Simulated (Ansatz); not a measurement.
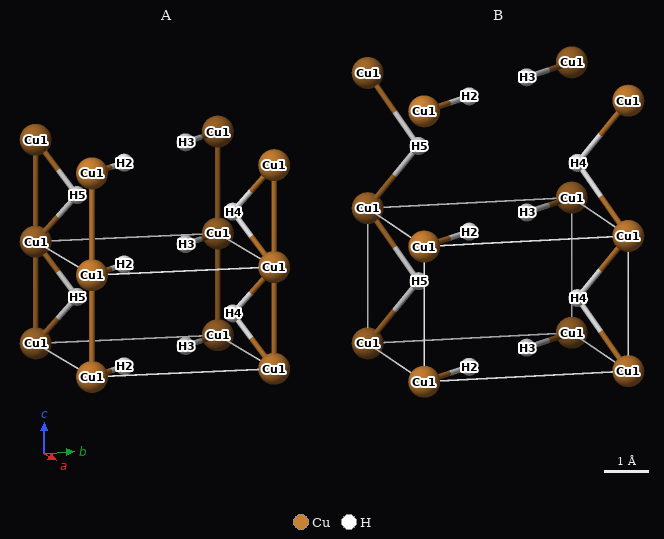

Two geometries of crystalline CuH$_{4}$ (a generated structure, set up in Cmmm) (coarse preliminary run), drawn at one scale. One is the start of a relaxation, the other its converged end. Style: ball-and-stick. Shown: the cell of the calculation, repeated 1 × 1 × 2 with one cell outlined, slightly off an axis.

All numbers below come from DFT PBE, scalar-relativistic, plane waves, PAW (Ansatz). Settings: plane-wave cutoff 420 eV; k-point mesh 4 × 4 × 6; occupations gaussian; smearing width 0.1 eV; no spin polarisation; cell and atoms relaxed; force threshold 0.04 eV/Å; at most 70 steps.

Question: Which of the two is the end point?

Answer: Structure A is the relaxed one. Over 10 accepted moves (11 points after the start) the energy falls by 767 meV per atom. The largest force component goes from 1.4 to 0.0049 eV/Å. Pressure: −13.92 GPa at the start and −0.13 GPa at the end. The SCF was repeated once at an unchanged geometry on a basis and grid sized afresh for the cell, which shifted the energy by 1.8 meV per atom at most. The largest moves relative to the cell, 0.29 Å, are those of H2 and H3. H3 goes along [−1 1 0]. Cu stays in place. Cell: a = b 4.923 → 4.354 Å (−11.6 %), c 3.200 → 2.409 Å (−24.7 %), γ 90.0° → 85.9°. Volume −41.3 %. Among the contacts that change: Cu1–Cu1 3.200 → 2.409 Å, Cu1–H2 2.124 → 1.519 Å, Cu1–H4 2.098 → 1.634 Å. The space group stays Cmmm (No. 65).
